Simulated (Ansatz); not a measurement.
# Exchange couplings against Mn–Mn distance in antiferromagnetic CaMn2Bi2, from PBEsol at constrained moments

Manganese in CaMn2Bi2 is close to Mn²⁺ with a half-filled d shell, and it sits in puckered honeycomb sheets bonded to bismuth, with calcium between the sheets. Every member here is a shell of Mn–Mn pairs in this one crystal. My question is how the coupling J falls off and changes sign with distance, and which shells hold the antiferromagnetic order. The answer tells how many shells a spin model needs before it can be trusted for ordering temperatures or spin waves, which matter for antiferromagnetic devices. J is calculated with PBEsol at constrained moments and counted per ordered pair of unit vectors, so a positive J favours parallel moments. Rigid-moment values serve as a comparison within the same functional, not as a test against experiment.

## Calculations

One system, CaMn2Bi2 (P-3m1), in the lowest of the collinear states that were tried (antiferromagnetic, 5 atom(s), 2 counted as magnetic, largest moment 4.10 muB), from cells of the Materials Project database (relaxed there by DFT; measured order: antiferro (arxiv:1907.07203)). Ansatz 0.2.0, plane waves with the earlier PAW datasets of its set soft_1, cutoff 420 eV, collinear spins without spin-orbit coupling, Fermi-Dirac smearing of 0.1 eV. The k mesh is 10×10×6 and the sums for the couplings run over 10×10×6. Functional: PBEsol, Dudarev U (eV) none. The couplings are taken at constrained moments: the directions are held and the rest of the density and field relaxes in linear response. A second set comes from the magnetic force theorem at rigid moments: each moment turns with its exchange field frozen. The mean-field temperature from all couplings of the first set is 434 K. Shells are pairs of one length, elements and relative sign; shells whose pairs differ much, and those beyond half the range that the mesh resolves, are left out. By the count of bands on its mesh the state is insulating, with a gap of 0.08 eV.

Notes on method and selection:

- J is defined by E = -sum over ordered pairs (each pair twice) of J e_i.e_j with unit vectors e, a classical Heisenberg model without biquadratic or multi-spin terms, so J > 0 favours parallel moments and the moment's size is inside J.
- The state is the lowest of a few collinear starts and need not be the true ground state; spin-orbit coupling is left out.
- Far couplings are the most sensitive to the k mesh.
- Couplings at rigid moments can miss in size and sometimes in sign.
- Ansatz's own search for a lower self-consistent state was switched off in these runs, so a run may rest in a state that is not the lowest for its pattern of moments.
- Runs whose couplings were flagged as in doubt, moved by over 30 per cent with the upper empty bands, lost their pattern of moments or rest on unlike orbital states are not listed.
- For crystals with 4f or 5f elements only couplings at constrained moments are used, since rigid ones can be several times too large.
- Runs that did not converge, have known faults or may not be shown are not listed, and runs on Ansatz's PAW sets soft_1 and soft_2 are kept to separate tables.

Columns:

- distance (Å): distance of the pair.
- neighbours: such neighbours per magnetic atom.
- pair: elements and relative sign of the two moments in this state.
- J, constrained (meV): mean J of the shell at constrained moments.
- J, rigid (meV): mean J of the same pairs at rigid moments.
- part in mean field (meV): J times neighbours times the relative sign, first set: the shell's part in the mean field that holds this state (negative: it works against the state).

## Numbers

| member | distance (Å) | neighbours | pair | J, constrained (meV) | J, rigid (meV) | part in mean field (meV) |
| --- | --- | --- | --- | --- | --- | --- |
| Mn–Mn at 3.26 Å, opposed | 3.26 | 3 | Mn–Mn, opposed | −29.206 | −30.084 | 87.62 |
| Mn–Mn at 4.63 Å | 4.63 | 6 | Mn–Mn, parallel | −6.598 | −5.872 | −39.59 |
| Mn–Mn at 5.66 Å, opposed | 5.66 | 3 | Mn–Mn, opposed | −1.233 | −0.930 | 3.70 |
| Mn–Mn at 6.44 Å, opposed | 6.44 | 3 | Mn–Mn, opposed | −0.293 | −0.302 | 0.88 |
| Mn–Mn at 7.31 Å, opposed | 7.31 | 6 | Mn–Mn, opposed | 0.547 | 0.595 | −3.28 |
| Mn–Mn at 7.73 Å | 7.73 | 2 | Mn–Mn, parallel | −0.300 | −0.310 | −0.60 |
| Mn–Mn at 7.93 Å, opposed | 7.93 | 3 | Mn–Mn, opposed | ? | ? | ? |
| Mn–Mn at 8.01 Å | 8.01 | 6 | Mn–Mn, parallel | 0.384 | 0.354 | 2.31 |
| Mn–Mn at 9.01 Å | 9.01 | 12 | Mn–Mn, parallel | −0.238 | −0.227 | −2.86 |
| Mn–Mn at 9.18 Å, opposed | 9.18 | 6 | Mn–Mn, opposed | −0.228 | −0.221 | 1.37 |
| Mn–Mn at 9.25 Å | 9.25 | 6 | Mn–Mn, parallel | 0.223 | 0.167 | 1.34 |
| Mn–Mn at 9.81 Å, opposed | 9.81 | 6 | Mn–Mn, opposed | −0.072 | −0.083 | 0.43 |
| Mn–Mn at 9.96 Å, opposed | 9.96 | 3 | Mn–Mn, opposed | −0.248 | −0.247 | 0.74 |
| Mn–Mn at 10.85 Å, opposed | 10.85 | 3 | Mn–Mn, opposed | 0.086 | 0.073 | −0.26 |
| Mn–Mn at 10.98 Å, opposed | 10.98 | 3 | Mn–Mn, opposed | −0.073 | −0.072 | 0.22 |
| Mn–Mn at 11.13 Å | 11.13 | 12 | Mn–Mn, parallel | −0.001 | 0.007 | −0.01 |

Cells marked ? are withheld until the estimate has been made.

## Reading the trend

The coupling drops steeply at first. From 3.26 to 5.66 Å its size falls by a factor of 29.206 / 1.233 = 23.7. The first four shells are all negative; the first positive J comes at 7.31 Å, and beyond it both signs occur with no steady decay.

The strong negative J at 3.26 Å is what kinetic exchange between half-filled d shells gives: an electron can hop to the neighbour, directly or through Bi, only if the moments are opposed. The same mechanism through Bi makes J negative at 4.63 Å, but those moments are parallel, so the shell works against the order. The two parts in the mean field leave 87.62 − 39.59 = 48.03 meV, most of what all the shown shells add up to: 87.62 − 39.59 + 3.70 + 0.88 − 3.28 − 0.60 + 2.31 − 2.86 + 1.37 + 1.34 + 0.43 + 0.74 − 0.26 + 0.22 − 0.01 = 52.01 meV.

That balance fixes the scale of the ordering temperature, but it does not secure the pattern. In a classical honeycomb with only these two couplings, the simple up-down order gives way to a spiral once their ratio exceeds 1/6. Here it is 6.598 / 29.206 = 0.226. The weaker, longer couplings therefore help to decide whether the collinear pattern is stable, and spirals were not among the states tried.

The stacking of the sheets is a separate matter. From the cell geometry, the shown shells that join neighbouring sheets are those at 6.44, 7.73, 9.01, 9.18, 9.96, 10.98 and 11.13 Å. Their parts nearly cancel: 0.88 − 0.60 − 2.86 + 1.37 + 0.74 + 0.22 − 0.01 = −0.26 meV. These shells together give the calculated stacking no support.

Rigid moments give the same sign in every shown shell except the one at 11.13 Å, where both values are practically zero.

## A prediction

Plain estimates from the members shown:

- Mn–Mn at 7.93 Å, opposed, straight-line interpolation between Mn–Mn at 7.73 Å and Mn–Mn at 8.01 Å: w = (7.93 − 7.73) / (8.01 − 7.73) = 0.714, so −0.300 + 0.714 × (0.384 − (−0.300)) = 0.189 meV

I do not trust the straight line between 7.73 and 8.01 Å, because it joins pairs with different bonding paths. The same recipe applied to the 7.31 Å shell, from 6.44 and 7.73 Å, has the weight (7.31 − 6.44) / (7.73 − 6.44) = 0.674 and gives −0.293 + 0.674 × (−0.300 − (−0.293)) = −0.298 meV, against the listed 0.547 meV.

The mean-field temperature offers a better route, since it contains all couplings of the constrained set. Because each pair is counted twice, a moment feels twice the summed J, and a classical unit vector responds to a weak field with a factor 1/3. So k_B T is 2/3 of the total mean field, and the total is 3 / 2 = 1.5 times k_B T. With k_B = 0.08617 meV/K this is 1.5 × 0.08617 × 434 = 56.10 meV. The shown parts sum to 52.01 meV, which leaves 56.10 − 52.01 = 4.09 meV. By the cell geometry, the 7.93 Å shell is the only one missing out to 11.13 Å. If it carries the whole remainder, its three opposed neighbours give J = −4.09 / 3 = −1.36 meV.

The structure makes the negative sign reasonable, though it does not fix the size. These pairs are linked across the calcium layer by Mn–Bi···Bi–Mn paths in which every step leads forward, and such paths should favour opposed moments.

The main uncertainty is what lies beyond 11.13 Å. I take its size from the five outermost listed shells, whose parts sum to 0.43 + 0.74 − 0.26 + 0.22 − 0.01 = 1.12 meV, or 1.12 / 3 = 0.37 meV in J. I cannot try the route on a shown shell, because the missing coupling enters every such balance.

**Committed estimate, Mn–Mn at 7.93 Å, opposed: J, constrained = −1.4 ± 0.4 meV.**

## The answer

| member | distance (Å) | neighbours | pair | J, constrained (meV) | J, rigid (meV) | part in mean field (meV) |
| --- | --- | --- | --- | --- | --- | --- |
| Mn–Mn at 7.93 Å, opposed | 7.93 | 3 | Mn–Mn, opposed | −1.547 | −1.463 | 4.64 |

| member | estimate | J, constrained (meV) | computed | estimate − computed | miss in error bars |
| --- | --- | --- | --- | --- | --- |
| Mn–Mn at 7.93 Å, opposed | committed | −1.400 | −1.547 | +0.147 | 0.4 |
| Mn–Mn at 7.93 Å, opposed | interpolation | 0.189 | −1.547 | +1.736 |  |

J, constrained (meV) against distance (Å) (numbers count the rows of the first table from the top):

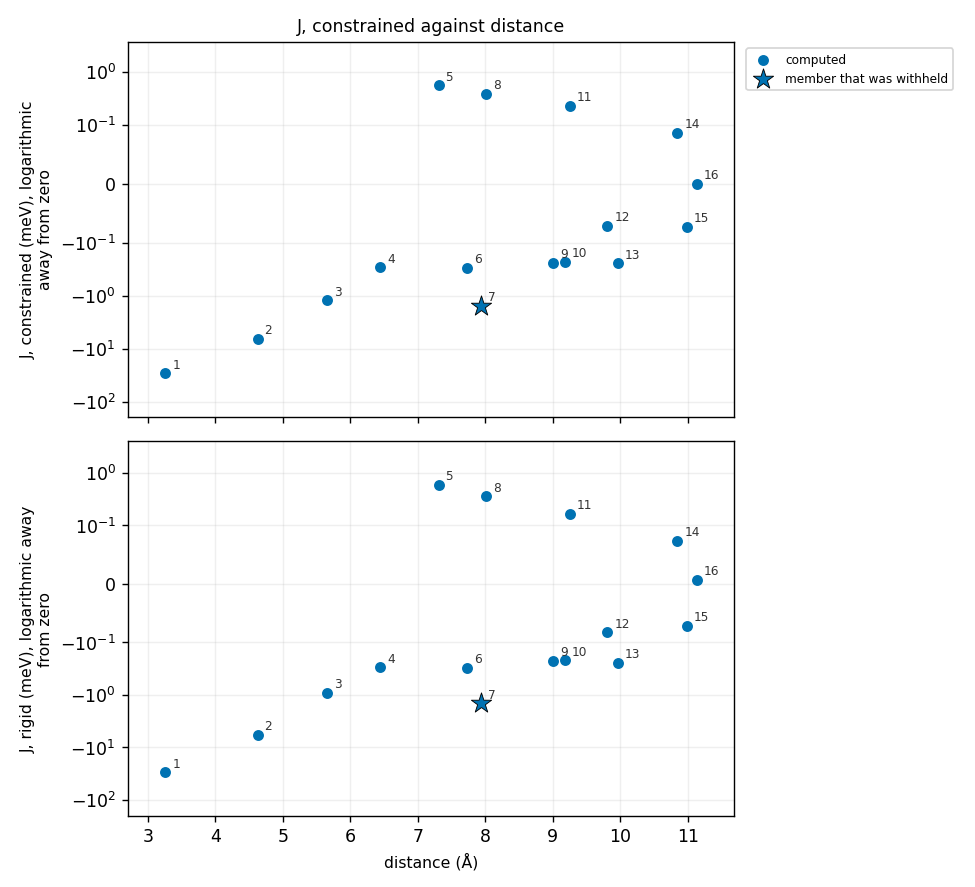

The estimate of −1.4 ± 0.4 meV holds: the computed value is −1.547 meV, a miss of 0.4 error bars. The straight line gave 0.189 meV, which has the wrong sign and misses by 1.736 meV.

The balance of the mean field worked because the shells beyond 11.13 Å add little. With the missing part of 4.64 meV in place, they come to 56.10 − 52.01 − 4.64 = −0.55 meV. The balance fixed the number without testing the Bi···Bi path I had proposed, though the negative sign agrees with it.

The result changes my view of the stacking. The other shells between neighbouring sheets summed to −0.26 meV; with this one the sum is 4.64 − 0.26 = 4.38 meV in favour of the calculated order. A single shell at 7.93 Å therefore decides how the sheets are stacked.

## Residuals

The 7.93 Å shell stands out most from the fall with distance. Its J is 1.547 / 0.293 = 5.3 times that of the 6.44 Å shell, although both join the same two sheets and the pair is longer. Rigid moments give nearly the same value, −1.463 meV, so the treatment of the moments is not the cause.

The likeliest reason is the direction of the path through Bi. At 7.93 Å two equivalent Mn–Bi···Bi–Mn paths run forward at every step, whereas at 6.44 Å the paths have to turn sideways or back, which suits p orbitals badly. The 9.18 Å pair also has a forward path, but only one, and its J is just −0.228 meV. Two equal hopping amplitudes that add would raise J fourfold, against a ratio of 1.547 / 0.228 = 6.8, so counting paths explains only part of the difference.

The 7.31 Å shell departs the other way. Its 0.547 meV is the largest positive J in the table, and it acts between opposed moments, so it weakens the order by 3.28 meV. Simple kinetic exchange between half-filled shells would give a negative sign. Exchange carried by the Bi bands across the small gap can take either sign and is a possible cause.

## Conclusions

Within this PBEsol calculation, distance alone ranks the couplings only out to 6.44 Å. Beyond that the bonding path matters more, and interpolation in distance is unsafe. The mean-field balance can recover one missing shell to a few tenths of a meV, provided the total is known.

A spin model needs the shells at 3.26, 4.63, 5.66 and 7.93 Å at least. Against a long-wave spiral in the plane, each shell counts by its neighbours times the squared in-plane distance. Relative to the nearest shell that is a weight of 6 at 4.63 Å and of 4 at both 5.66 and 7.93 Å. Without the 5.66 Å shell the balance is 29.206 + 4 × 1.547 − 6 × 6.598 = −4.19 meV, so the collinear order would give way. With it the balance is 29.206 + 4 × 1.547 + 4 × 1.233 − 6 × 6.598 = 0.74 meV, just stable, so spin waves will also need the longer shells. The mean-field temperature of these four shells is (87.62 − 39.59 + 3.70 + 4.64) / (1.5 × 0.08617) = 436 K, against 434 K from all couplings. Both are upper-end figures, since Monte Carlo and the Tyablikov method give far lower ordering temperatures from the same couplings.

The omitted physics that probably weighs most is the on-site repulsion U on Mn. It would weaken kinetic exchange, roughly by some tens of per cent. For the nearest shell that means several meV, more than any single J beyond 4.63 Å.
